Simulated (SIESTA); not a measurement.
**Energy of P along an even scaling of the cell**

System: P (Cmce, 4 atoms in the cell).
Method: Kohn-Sham DFT of a periodic cell, LDA, PseudoDojo 0.4 standard, converted to PSML, no spin polarisation (SIESTA 5.4.2).

The 7 runs differ only in the geometry, by an even scaling of the cell at fixed fractional positions. The structure derives from a Materials Project entry.

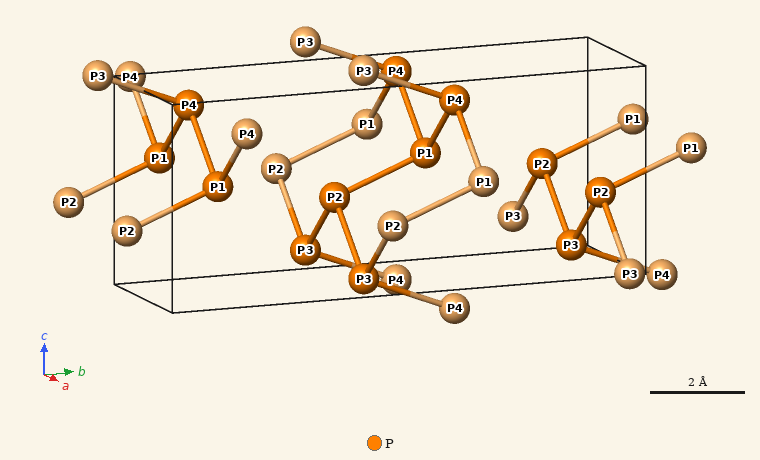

Figure 1. The structure of run 4 (ball-and-stick view of the cell 2 times as large as that of the calculation, set on its symmetry axes, seen slightly off an axis; neighbours outside the cell are drawn fainter; atoms are numbered from 1 in the order of the input). An atom can appear more than once, as a periodic image.

### Input of run 4
```
SystemName                      P
SystemLabel                     P
NumberOfSpecies                 1
NumberOfAtoms                   4
%block ChemicalSpeciesLabel
  1  15 P
%endblock ChemicalSpeciesLabel

LatticeConstant                 1.0 Ang
%block LatticeVectors
     1.6477431241    -5.4650377251     0.0000000000
     1.6477431241     5.4650377251     0.0000000000
     0.0000000000     0.0000000000     4.5436355900
%endblock LatticeVectors
AtomicCoordinatesFormat         Fractional
%block AtomicCoordinatesAndAtomicSpecies
     0.9041431300     0.0958568700     0.5888151700  1  P
     0.0958568700     0.9041431300     0.4111848300  1  P
     0.5958568700     0.4041431300     0.0888151700  1  P
     0.4041431300     0.5958568700     0.9111848300  1  P
%endblock AtomicCoordinatesAndAtomicSpecies

%block kgrid.MonkhorstPack
    8   0   0  0.0
    0   8   0  0.0
    0   0   6  0.0
%endblock kgrid.MonkhorstPack
XC.Functional                   LDA
XC.Authors                      PW92
PAO.BasisSize                   DZP
PAO.EnergyShift                 0.003 Ry
Mesh.Cutoff                     500 Ry
OccupationFunction              FD
ElectronicTemperature           0.05 eV
MaxSCFIterations                120
SCF.MustConverge                false
SCF.Mixer.Method                Pulay
SCF.Mixer.Weight                0.25
SCF.Mixer.History               8
SCF.DM.Tolerance                5.0e-05
SCF.H.Tolerance                 1.0e-03 eV
WriteForces                     true
Charge.Mulliken                 end
```

Command:
```bash
siesta P.fdf > P.out 2>&1
```

Run 3 differs from it as follows:
```diff
-     1.6477431241    -5.4650377251     0.0000000000
-     1.6477431241     5.4650377251     0.0000000000
-     0.0000000000     0.0000000000     4.5436355900
+     1.6366841122    -5.4283585144     0.0000000000
+     1.6366841122     5.4283585144     0.0000000000
+     0.0000000000     0.0000000000     4.5131404726
```

### Results, with one run withheld

| run | volume per atom (Å³) | free energy per atom, from the lowest run given (meV) | pressure (GPa) | gap on the mesh (eV) |
| --- | --- | --- | --- | --- |
| 1 | 19.230 | 12.90 | 4.44 | 0.03 |
| 2 | 19.639 | 4.09 | 2.50 | 0.02 |
| 3 | 20.049 | ? | ? | ? |
| 4 | 20.458 | 0.00 | −0.78 | 0.02 |
| 5 | 20.867 | 3.81 | −2.17 | 0.06 |
| 6 | 21.276 | 10.99 | −3.42 | 0.09 |
| 7 | 21.685 | 21.20 | −4.55 | 0.13 |

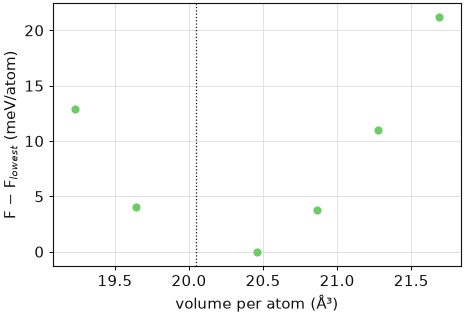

Figure 2. Free energy per atom of the runs given; the dotted line marks run 3.

Estimate the energy of run 3 from the others.

A cubic polynomial in V^(−2/3) (the Birch–Murnaghan form), fitted to the 6 runs given, misses them by under 0.01 meV per atom. With x = V^(−2/3) − 0.13353 Å⁻², it reads F = 0.19114 − 1312.1 x + 6.0099e+05 x² + 8.0956e+05 x³ (meV per atom). At run 3 it gives −0.06 meV per atom, and the run itself gives −0.05. The slope of the fit gives a pressure −dF/dV of 0.77 GPa there, and the run prints 0.78 GPa. The fit has its minimum at 20.246 Å³ per atom, where V d²F/dV² gives 76.9 GPa. Cell shape and fractional positions are held, so this is the stiffness under even scaling; the relaxed bulk modulus wasn't computed. The gap on the mesh lies between 0.00 eV (run 3) and 0.13 eV (run 7); run 3 has 0.00 eV. These are gaps of this functional on this mesh, which can miss the band edges; they aren't the measured gap.

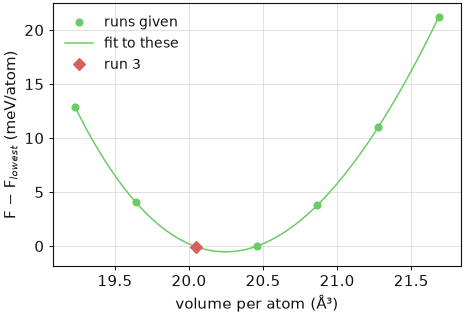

Figure 3. The fit and the withheld run.

### Some lines of the output (run 3)
```
[...]
outcell: Cell volume (Ang**3)        :     80.1941
stepf: Fermi-Dirac step function
siesta: Etot    =      -756.112259
siesta: FreeEng =      -756.112714
        iscf     Eharris(eV)        E_KS(eV)     FreeEng(eV)     dDmax    Ef(eV) dHmax(eV)
siesta: E_KS(eV) =             -756.1615
siesta: E_KS - E_eggbox =      -756.1615
siesta: Etot    =      -756.161544
siesta: FreeEng =      -756.162316
siesta:         Fermi =      -4.413232
siesta: Cell volume =         80.194066 Ang**3
    Orbital volume contribution        =           3.138338 eV
```

Notes: Points of doubt noted for this run: mulliken charges of long orbitals. With a small basis of atomic orbitals these values can differ much from converged plane-wave results.
